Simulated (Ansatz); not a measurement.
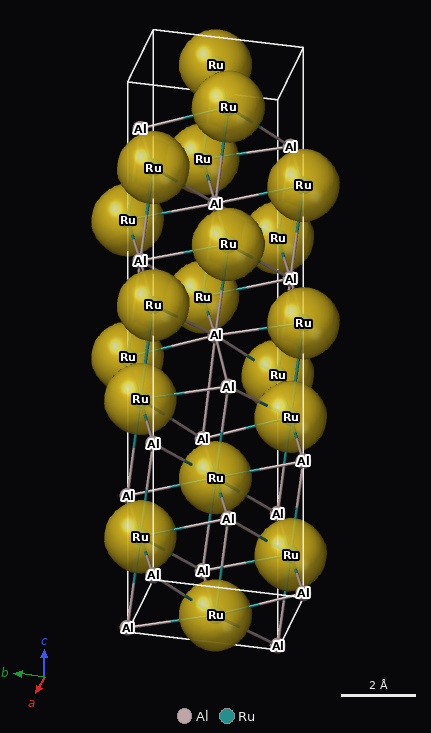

The picture shows: AlRu (interface cell). Isosurface of the valence pseudo-density at 0.8 e/Å³ (yellow), seen at an oblique angle. Sticks mark near contacts.

Computed pressure about −2 GPa in this cell; computed without spin polarisation.

Computed with Ansatz, DFT PBEsol, scalar-relativistic, plane waves, PAW.

Which contacts does the surface bridge?

Answer. At this value the density breaks into separate islands; it holds about 65 % of the electrons treated as valence (semicore included). It bridges none of the near contacts. It is pinched off along the shortest Al–Ru (2.52 Å), Ru–Ru (2.60 Å), Al–Al (2.84 Å) and Al–Ru (2.57 Å) contacts. On the grid the lowest density along these lines, outside the cores, is 0.3 e/Å³ (Al–Ru, 2.52 Å), 0.47 e/Å³ (Ru–Ru, 2.60 Å), 0.18 e/Å³ (Al–Al, 2.84 Å) and 0.27 e/Å³ (Al–Ru, 2.57 Å).

Metal or insulator at this level of theory?

Answer. It is gapless in this calculation (a metal or semimetal).
